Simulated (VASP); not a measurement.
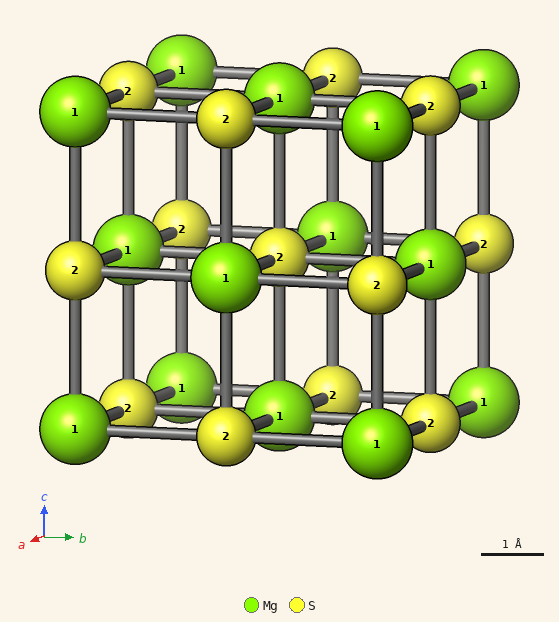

*The structure (ball-and-stick view of the cell 4 times as large as that of the calculation, set on its symmetry axes, seen slightly off an axis; atoms are numbered from 1 in the order of the input). An atom can appear more than once, as a periodic image.*

Near neighbours in the periodic cell (some may lie outside the picture): Mg has 6 S at 2.60 Å; S has 6 Mg at 2.60 Å.

GW calculation, with input and output: MgS (part 1 of 2)

System: MgS (Fm-3m, 2 atoms in the cell).
Method: G0W0 and eigenvalue-self-consistent GW0 on PBE, plane waves, PAW (VASP 6.6.1).

The structure was built on a prototype by a generator. The geometry comes from this level: r2SCAN.

## Parts of OUTCAR
```
k-points           NKPTS =     16   k-points in BZ     NKDIM =    216   number of bands    NBANDS=    113

   NELECT =      16.0000    total number of electrons

   dimension x,y,z NGX =    28 NGY =   28 NGZ =   28
   dimension x,y,z NGXF=    56 NGYF=   56 NGZF=   56

  energy-cutoff  :      500.00
  volume of cell :       35.21
      direct lattice vectors                 reciprocal lattice vectors
     0.000000000  2.601517937  2.601517937    -0.192195484  0.192195484  0.192195484
     2.601517937  0.000000000  2.601517937     0.192195484 -0.192195484  0.192195484
     2.601517937  2.601517937  0.000000000     0.192195484  0.192195484 -0.192195484

 k-points in reciprocal lattice and weights: KPOINTS created by Atomic Simulation Env
   0.00000000  0.00000000  0.00000000       0.005
   0.16666667  0.00000000  0.00000000       0.037
   0.33333333  0.00000000  0.00000000       0.037
   0.50000000  0.00000000  0.00000000       0.019
   0.16666667  0.16666667  0.00000000       0.028
   0.33333333  0.16666667  0.00000000       0.111
   0.50000000  0.16666667  0.00000000       0.111
  -0.33333333  0.16666667  0.00000000       0.111
  -0.16666667  0.16666667  0.00000000       0.056
   0.33333333  0.33333333  0.00000000       0.028
   0.50000000  0.33333333  0.00000000       0.111
  -0.33333333  0.33333333  0.00000000       0.056
   0.50000000  0.50000000  0.00000000       0.014
   0.50000000  0.33333333  0.16666667       0.111
  -0.33333333  0.33333333  0.16666667       0.111
  -0.33333333  0.50000000  0.16666667       0.056

 QP shifts <psi_nk| G(iteration)W_0 |psi_nk>: iteration 1
 for sc-GW calculations column KS-energies equals QP-energies in previous step
 and V_xc(KS)=  KS-energies - (<T + V_ion + V_H > + <T+V_H+V_ion>^1  + <V_x>^1)

 k-point   1 :       0.0000    0.0000    0.0000
  band No.  KS-energies  QP-energies   sigma(KS)   V_xc(KS)     V^pw_x(r,r')   Z            occupation Imag(sigma)

      1     -70.6497     -81.4955     -48.4392     -33.7306     -56.4310       0.7374       2.0000       0.6945
      2     -37.4049     -43.8244     -41.5397     -33.1147     -48.5223       0.7619       2.0000       0.4165
      3     -37.4049     -43.8244     -41.5397     -33.1147     -48.5223       0.7619       2.0000       0.4165
      4     -37.4049     -43.8244     -41.5397     -33.1147     -48.5223       0.7619       2.0000       0.4165
      5      -8.6133      -9.6398     -14.2027     -12.7664     -21.0362       0.7147       2.0000       1.8750
      6       4.0553       3.1465     -14.6159     -13.4408     -16.3084       0.7734       2.0000       0.2081
      7       4.0553       3.1465     -14.6159     -13.4408     -16.3084       0.7734       2.0000       0.2081
      8       4.0553       3.1465     -14.6159     -13.4408     -16.3084       0.7734       2.0000       0.2081
      9       7.7723       8.3378     -10.2935     -10.9992      -6.4768       0.8013       0.0000      -0.2245
     10      11.9716      12.6016      -8.7110      -9.5023      -4.4325       0.7961       0.0000      -0.2994
     11      11.9716      12.6016      -8.7110      -9.5023      -4.4325       0.7961       0.0000      -0.2994
     12      11.9716      12.6016      -8.7110      -9.5023      -4.4325       0.7961       0.0000      -0.2994
     13      14.3213      15.1679      -9.6326     -10.7126      -4.8514       0.7839       0.0000      -0.4206
     14      14.3213      15.1679      -9.6326     -10.7126      -4.8514       0.7839       0.0000      -0.4206
     15      16.5972      16.7664      -7.0621      -7.2769      -1.8489       0.7880       0.0000      -0.6324
     16      17.3187      17.9456      -9.6540     -10.4532      -3.9535       0.7844       0.0000      -0.8115

 k-point   2 :       0.1667    0.0000    0.0000
  band No.  KS-energies  QP-energies   sigma(KS)   V_xc(KS)     V^pw_x(r,r')   Z            occupation Imag(sigma)

      1     -70.6507     -81.4511     -48.4389     -33.7314     -56.4313       0.7344       2.0000       0.6945
      2     -37.4057     -43.8166     -41.5379     -33.1128     -48.5199       0.7609       2.0000       0.4167
      3     -37.4057     -43.8166     -41.5379     -33.1128     -48.5199       0.7609       2.0000       0.4167
      4     -37.4057     -43.8166     -41.5379     -33.1128     -48.5199       0.7609       2.0000       0.4167
      5      -8.3483      -9.3487     -14.2955     -12.8964     -21.0701       0.7150       2.0000       1.8153
      6       2.4277       1.4331     -13.7616     -12.4615     -15.7482       0.7651       2.0000       0.2638
      7       3.8861       2.9592     -14.4950     -13.2959     -16.2249       0.7729       2.0000       0.2133
      8       3.8861       2.9592     -14.4950     -13.2959     -16.2249       0.7729       2.0000       0.2133
      9       8.8683       9.4477     -10.2755     -11.0033      -6.3573       0.7961       0.0000      -0.2426
     10      11.6893      12.3071      -9.2727     -10.0524      -4.9568       0.7923       0.0000      -0.3115
     11      12.2351      12.9091      -9.0594      -9.9097      -4.6846       0.7926       0.0000      -0.3210
     12      12.2351      12.9091      -9.0594      -9.9097      -4.6846       0.7926       0.0000      -0.3210
     13      13.6558      14.4185      -9.4490     -10.4198      -4.7227       0.7856       0.0000      -0.4055
     14      13.6558      14.4185      -9.4490     -10.4198      -4.7227       0.7856       0.0000      -0.4055
     15      16.5244      17.0808      -9.0944      -9.8045      -3.5872       0.7834       0.0000      -0.6967
     16      19.0005      19.3469      -7.7408      -8.1764      -2.2573       0.7952       0.0000      -0.8178

 k-point   3 :       0.3333    0.0000    0.0000
  band No.  KS-energies  QP-energies   sigma(KS)   V_xc(KS)     V^pw_x(r,r')   Z            occupation Imag(sigma)

      1     -70.6492     -81.4784     -48.4369     -33.7310     -56.4293       0.7364       2.0000       0.6944
      2     -37.4100     -43.7196     -41.5405     -33.1001     -48.5189       0.7475       2.0000       0.4184
      3     -37.4057     -43.8175     -41.5295     -33.1129     -48.5114       0.7618       2.0000       0.4165
      4     -37.4057     -43.8175     -41.5295     -33.1129     -48.5114       0.7618       2.0000       0.4165
      5      -7.7093      -8.6436     -14.5886     -13.2785     -21.2225       0.7132       2.0000       1.6757
      6       0.2162      -0.9461     -13.0873     -11.5424     -15.8219       0.7523       2.0000       0.4097
      7       3.5933       2.6376     -14.3224     -13.0807     -16.1294       0.7697       2.0000       0.2237
      8       3.5933       2.6376     -14.3224     -13.0807     -16.1294       0.7697       2.0000       0.2237
      9       8.8366       9.3498      -9.1881      -9.8264      -5.3394       0.8040       0.0000      -0.2370
     10      11.3769      12.0859      -9.4888     -10.3819      -5.2111       0.7939       0.0000      -0.3065
     11      11.3769      12.0859      -9.4888     -10.3819      -5.2111       0.7939       0.0000      -0.3065
     12      13.3977      14.2206     -11.0661     -12.1350      -6.0546       0.7699       0.0000      -0.4517
     13      15.4939      16.2463      -9.3753     -10.3370      -4.3031       0.7823       0.0000      -0.5107
     14      15.4939      16.2463      -9.3753     -10.3370      -4.3031       0.7823       0.0000      -0.5107
     15      15.6333      16.0783      -8.4481      -9.0153      -3.1163       0.7845       0.0000      -0.6052
     16      22.8357      23.6502      -9.2880     -10.3115      -3.1567       0.7958       0.0000      -1.2208

 k-point   4 :       0.5000    0.0000    0.0000
  band No.  KS-energies  QP-energies   sigma(KS)   V_xc(KS)     V^pw_x(r,r')   Z            occupation Imag(sigma)

      1     -70.6485     -81.5807     -48.4341     -33.7307     -56.4264       0.7435       2.0000       0.6944
      2     -37.4117     -43.6868     -41.5331     -33.0953     -48.5102       0.7437       2.0000       0.4191
      3     -37.4059     -43.8031     -41.5255     -33.1123     -48.5072       0.7604       2.0000       0.4164
      4     -37.4059     -43.8031     -41.5255     -33.1123     -48.5072       0.7604       2.0000       0.4164
      5      -7.3016      -8.1860     -14.8463     -13.5982     -21.3990       0.7086       2.0000       1.5870
      6      -0.7736      -2.0102     -12.7235     -11.0671     -15.7904       0.7465       2.0000       0.4988
      7       3.4642       2.4958     -14.2579     -12.9976     -16.1003       0.7684       2.0000       0.2282
      8       3.4642       2.4958     -14.2579     -12.9976     -16.1003       0.7684       2.0000       0.2282
      9       8.6009       9.0938      -9.0698      -9.6823      -5.2909       0.8048       0.0000      -0.2305
     10      10.9497      11.6517      -9.5389     -10.4233      -5.3423       0.7937       0.0000      -0.2930
     11      10.9497      11.6517      -9.5389     -10.4233      -5.3423       0.7937       0.0000      -0.2930
     12      14.1890      14.9965     -10.9297     -11.9783      -5.5504       0.7701       0.0000      -0.5482
     13      16.2113      16.6747      -8.7254      -9.3247      -3.3187       0.7732       0.0000      -0.6267
     14      18.2297      19.2388     -10.3864     -11.6854      -4.8147       0.7768       0.0000      -0.7018
     15      18.2297      19.2388     -10.3864     -11.6854      -4.8147       0.7768       0.0000      -0.7018
     16      19.6052      20.0721      -8.3427      -8.9319      -2.5868       0.7924       0.0000      -0.9288

 k-point   5 :       0.1667    0.1667    0.0000
  band No.  KS-energies  QP-energies   sigma(KS)   V_xc(KS)     V^pw_x(r,r')   Z            occupation Imag(sigma)

      1     -70.6496     -81.4936     -48.4381     -33.7308     -56.4303       0.7373       2.0000       0.6944
      2     -37.4059     -43.8009     -41.5368     -33.1120     -48.5187       0.7591       2.0000       0.4168
      3     -37.4059     -43.8009     -41.5368     -33.1120     -48.5187       0.7591       2.0000       0.4168
      4     -37.4059     -43.8009     -41.5368     -33.1120     -48.5187       0.7591       2.0000       0.4168
      5      -8.2627      -9.2565     -14.3236     -12.9372     -21.0791       0.7169       2.0000       1.7962
      6       2.5218       1.5470     -13.7865     -12.5144     -15.7216       0.7663       2.0000       0.2573
      7       3.5260       2.5691     -14.3023     -13.0583     -16.1150       0.7692       2.0000       0.2255
      8       3.5260       2.5691     -14.3023     -13.0583     -16.1150       0.7692       2.0000       0.2255
      9       9.3836      10.0170     -10.7887     -11.5908      -6.7878       0.7897       0.0000      -0.2568
     10      10.5480      11.0628      -8.3247      -8.9655      -4.2637       0.8034       0.0000      -0.2670
     11      11.9535      12.6667      -9.6817     -10.5877      -5.1769       0.7872       0.0000      -0.3482
     12      13.0965      13.7925      -9.2655     -10.1480      -4.7161       0.7886       0.0000      -0.3574
     13      13.0965      13.7925      -9.2655     -10.1480      -4.7161       0.7886       0.0000      -0.3574
     14      14.7716      15.6342      -9.7074     -10.8093      -4.8175       0.7829       0.0000      -0.4551
     15      18.2414      18.9171      -9.4348     -10.2952      -3.7228       0.7853       0.0000      -0.8373
     16      18.2414      18.9171      -9.4348     -10.2952      -3.7228       0.7853       0.0000      -0.8373

 [... the levels of 10 k-points are left out ...]

 k-point  16 :      -0.3333    0.5000    0.1667
  band No.  KS-energies  QP-energies   sigma(KS)   V_xc(KS)     V^pw_x(r,r')   Z            occupation Imag(sigma)

      1     -70.6488     -81.5209     -48.4313     -33.7312     -56.4238       0.7396       2.0000       0.6944
      2     -37.4087     -43.7175     -41.5220     -33.1043     -48.5031       0.7495       2.0000       0.4181
      3     -37.4087     -43.7175     -41.5220     -33.1043     -48.5031       0.7495       2.0000       0.4181
      4     -37.4087     -43.7175     -41.5220     -33.1043     -48.5031       0.7495       2.0000       0.4181
      5      -6.9037      -7.7483     -15.0156     -13.8290     -21.4692       0.7118       2.0000       1.4995
      6       0.3119      -0.8869     -13.0194     -11.4275     -15.7698       0.7531       2.0000       0.4029
      7       1.4811       0.3639     -13.3569     -11.8885     -15.6999       0.7608       2.0000       0.3177
      8       1.8446       0.7941     -13.3906     -12.0168     -15.5135       0.7646       2.0000       0.2898
      9       8.4682       9.0853     -10.3835     -11.1588      -6.6021       0.7960       0.0000      -0.2368
     10      10.2598      10.7812      -8.8765      -9.5293      -4.8655       0.7988       0.0000      -0.2669
     11      13.1988      13.9729     -10.0072     -11.0003      -5.1817       0.7795       0.0000      -0.4208
     12      13.8239      14.5325      -9.9078     -10.8209      -5.0397       0.7761       0.0000      -0.4349
     13      17.8802      18.6338     -10.1674     -11.1428      -4.3594       0.7726       0.0000      -0.8095
     14      19.0550      19.8285      -9.8700     -10.8654      -4.0087       0.7770       0.0000      -0.8708
     15      19.4044      20.2871      -9.9397     -11.0665      -4.1188       0.7833       0.0000      -0.8756
     16      19.7054      20.7846     -10.6011     -11.9956      -4.7247       0.7739       0.0000      -0.8226

 QP shifts <psi_nk| G(iteration)W_0 |psi_nk>: iteration 2

 k-point   1 :       0.0000    0.0000    0.0000
  band No. old QP-enery  QP-energies   sigma(KS)   T+V_ion+V_H  V^pw_x(r,r')   Z            occupation Imag(sigma)

      1     -81.4955     -84.2654     -48.3238     -36.9191     -56.4310       0.7391       2.0000       0.6506
      2     -43.8244     -45.2919     -41.5075      -4.2903     -48.5223       0.7436       2.0000       0.4283
      3     -43.8244     -45.2919     -41.5075      -4.2903     -48.5223       0.7436       2.0000       0.4283
      4     -43.8244     -45.2919     -41.5075      -4.2903     -48.5223       0.7436       2.0000       0.4283
      5      -9.6398      -9.8996     -14.1573       4.1531     -21.0362       0.7130       2.0000       1.8759
      6       3.1465       2.9938     -14.5459      17.4961     -16.3084       0.7780       2.0000       0.2116
      7       3.1465       2.9938     -14.5459      17.4961     -16.3084       0.7780       2.0000       0.2116
      8       3.1465       2.9938     -14.5459      17.4961     -16.3084       0.7780       2.0000       0.2116
      9       8.3378       8.4095     -10.3445      18.7715      -6.4768       0.8038       0.0000      -0.2281
     10      12.6016      12.6924      -8.7585      21.4739      -4.4325       0.7973       0.0000      -0.3030
     11      12.6016      12.6924      -8.7585      21.4739      -4.4325       0.7973       0.0000      -0.3030
     12      12.6016      12.6924      -8.7585      21.4739      -4.4325       0.7973       0.0000      -0.3030
     13      15.1679      15.2772      -9.7264      25.0339      -4.8514       0.7831       0.0000      -0.4379
     14      15.1679      15.2772      -9.7264      25.0339      -4.8514       0.7831       0.0000      -0.4379
     15      16.7664      16.8380      -7.0169      23.8740      -1.8489       0.7886       0.0000      -0.5871
     16      17.9456      18.0536      -9.6886      27.7719      -3.9535       0.7840       0.0000      -0.8123

 k-point   2 :       0.1667    0.0000    0.0000
  band No. old QP-enery  QP-energies   sigma(KS)   T+V_ion+V_H  V^pw_x(r,r')   Z            occupation Imag(sigma)

      1     -81.4511     -84.2962     -48.3391     -36.9192     -56.4313       0.7473       2.0000       0.6475
      2     -43.8166     -45.2957     -41.5068      -4.2929     -48.5199       0.7458       2.0000       0.4280
      3     -43.8166     -45.2957     -41.5068      -4.2929     -48.5199       0.7458       2.0000       0.4280
      4     -43.8166     -45.2957     -41.5068      -4.2929     -48.5199       0.7458       2.0000       0.4280
      5      -9.3487      -9.6061     -14.2566       4.5481     -21.0701       0.7152       2.0000       1.8096
      6       1.4331       1.2582     -13.6837      14.8892     -15.7482       0.7684       2.0000       0.2691
      7       2.9592       2.8038     -14.4227      17.1819     -16.2249       0.7769       2.0000       0.2171
      8       2.9592       2.8038     -14.4227      17.1819     -16.2249       0.7769       2.0000       0.2171
      9       9.4477       9.5241     -10.3282      19.8716      -6.3573       0.7990       0.0000      -0.2461
     10      12.3071      12.3957      -9.3230      21.7417      -4.9568       0.7938       0.0000      -0.3155
     11      12.9091      13.0055      -9.1143      22.1449      -4.6846       0.7937       0.0000      -0.3264
     12      12.9091      13.0055      -9.1143      22.1449      -4.6846       0.7937       0.0000      -0.3264
     13      14.4185      14.5273      -9.5186      24.0756      -4.7227       0.7855       0.0000      -0.4165
     14      14.4185      14.5273      -9.5186      24.0756      -4.7227       0.7855       0.0000      -0.4165
     15      17.0808      17.1847      -9.1153      26.3289      -3.5872       0.7822       0.0000      -0.6889
     16      19.3469      19.4158      -7.7430      27.1769      -2.2573       0.7924       0.0000      -0.7854

 k-point   3 :       0.3333    0.0000    0.0000
  band No. old QP-enery  QP-energies   sigma(KS)   T+V_ion+V_H  V^pw_x(r,r')   Z            occupation Imag(sigma)

      1     -81.4784     -84.2884     -48.3318     -36.9183     -56.4293       0.7450       2.0000       0.6482
      2     -43.7196     -45.3239     -41.5330      -4.3099     -48.5189       0.7556       2.0000       0.4216
      3     -43.8175     -45.2852     -41.4975      -4.2928     -48.5114       0.7440       2.0000       0.4280
      4     -43.8175     -45.2852     -41.4975      -4.2928     -48.5114       0.7440       2.0000       0.4280
      5      -8.6436      -8.8955     -14.5658       5.5692     -21.2225       0.7137       2.0000       1.6542
      6      -0.9461      -1.1612     -12.9899      11.7585     -15.8219       0.7540       2.0000       0.4258
      7       2.6376       2.4748     -14.2469      16.6740     -16.1294       0.7731       2.0000       0.2279
      8       2.6376       2.4748     -14.2469      16.6740     -16.1294       0.7731       2.0000       0.2279
      9       9.3498       9.4208      -9.2251      18.6630      -5.3394       0.8069       0.0000      -0.2387
     10      12.0859      12.1835      -9.5502      21.7588      -5.2111       0.7950       0.0000      -0.3130
     11      12.0859      12.1835      -9.5502      21.7588      -5.2111       0.7950       0.0000      -0.3130
     12      14.2206      14.3359     -11.1623      25.5327      -6.0546       0.7693       0.0000      -0.4720
     13      16.2463      16.3583      -9.4415      25.8309      -4.3031       0.7821       0.0000      -0.5235
     14      16.2463      16.3583      -9.4415      25.8309      -4.3031       0.7821       0.0000      -0.5235
     15      16.0783      16.1791      -8.4418      24.6486      -3.1163       0.7840       0.0000      -0.5868
     16      23.6502      23.7292      -9.3974      33.1472      -3.1567       0.7926       0.0000      -1.2607

 k-point   4 :       0.5000    0.0000    0.0000
  band No. old QP-enery  QP-energies   sigma(KS)   T+V_ion+V_H  V^pw_x(r,r')   Z            occupation Imag(sigma)
```
